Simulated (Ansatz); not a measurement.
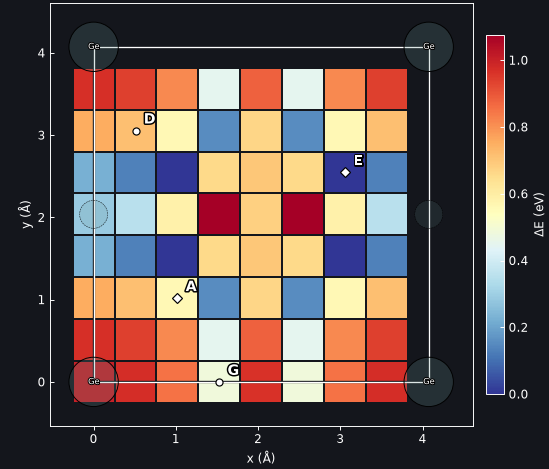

N on a Ge(100) slab cut from the Fd-3m phase, its upper half relaxed before the scan (4 atoms of substrate and one adsorbate in a 1 × 1 cell). N is moved over the surface cell; relaxed at each place: the height of the adsorbate's atoms; substrate rigid; the origin of the map has the adsorbate above Ge4. Places are given modulo a cell vector. The map is drawn in real space over the plane of the surface. The grid has 8 × 8 points; 25 points were computed and 39 follow by symmetry. Energies: eV, counted from the lowest grid point. At some places the adsorbate sinks to or below the level of the top layer. With one adsorbate in each 1 × 1 cell, its nearest image is 4.1 Å away, so neighbouring adsorbates interact. Theory: DFT PBE, scalar-relativistic, plane waves, PAW (Ansatz). Settings: cutoff 420 eV, k-mesh 7×7×1, gaussian smearing 0.1 eV, no spin polarisation.

Drawn: one coloured cell a grid point, labelled circles for the atoms of the top layer and small ones for the second layer, the outline of one cell of the plane, lettered points.

Question: Rank the lettered points by energy, lowest first.

Answer: E (0.00 eV), G (0.49 eV), A (0.56 eV), D (0.72 eV).

PAW datasets: the set soft_1.
